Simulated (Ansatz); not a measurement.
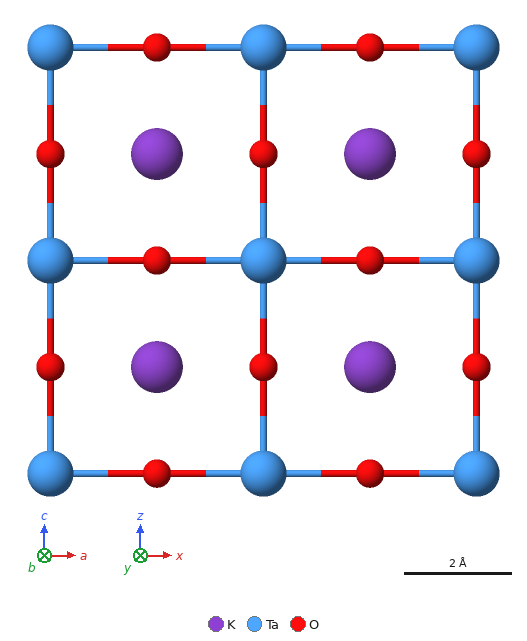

A scan of a crystal of KTaO3 (Pm-3m): the cell is strained equally along x and y and separately along z, with the atoms kept at their fractional coordinates. x, y and z are the Cartesian axes of the input. The picture shows the reference cell. The picture is a ball-and-stick view of the cell of the calculation, repeated 2 × 2 × 2 with one cell outlined, seen along the b axis.

Method: Ansatz, DFT r2SCAN, scalar-relativistic, plane waves, PAW. Set-up: plane-wave cutoff 500 eV; k-point mesh 6 × 6 × 6; occupations gaussian; smearing width 0.05 eV; no spin polarisation. Energies (free energies at the smearing named) are counted from the cell as listed in its source, which wasn't relaxed.

```
CELL_PARAMETERS angstrom
3.98830 0.00000 0.00000
0.00000 3.98830 0.00000
0.00000 0.00000 3.98830
ATOMIC_POSITIONS crystal
K 0.50000 0.50000 0.50000
Ta 0.00000 0.00000 0.00000
O 0.50000 0.00000 0.00000
O 0.00000 0.50000 0.00000
O 0.00000 0.00000 0.50000
```

**Predict the energy profile on a grid with rows −0.050, −0.025, 0.000, 0.025, 0.050 and columns −0.050, −0.025, 0.000, 0.025, 0.050 (strain along x and y; strain along z).**

Rows: strain along x and y; columns: strain along z; values in meV/atom.

|  | −0.050 | −0.025 | 0.000 | 0.025 | 0.050 |
| --- | --- | --- | --- | --- | --- |
| −0.050 | 226.3 | 163.2 | 131.6 | 124.5 | 136.4 |
| −0.025 | 105.4 | 52.8 | 30.7 | 32.5 | 52.4 |
| 0.000 | 56.2 | 13.2 | 0.0 | 10.0 | 37.5 |
| 0.025 | 63.1 | 28.7 | 23.7 | 41.3 | 75.9 |
| 0.050 | 113.5 | 86.9 | 89.3 | 113.8 | 155.0 |

In pairs of (strain along x and y; strain along z): the lowest computed point lies at (0.000, 0.000) (0.0 meV/atom), the highest at (−0.050, −0.050) (226.3 meV/atom). The valley is tilted: raising the in-plane strain is made harder by raising the strain along z (cross term 0.23 of the geometric mean of the two curvatures). Over the ranges scanned the energy rises more along the first axis, the in-plane strain. The pressure runs from −22.0 GPa at (0.050, 0.050) to 45.6 GPa at (−0.050, −0.050).
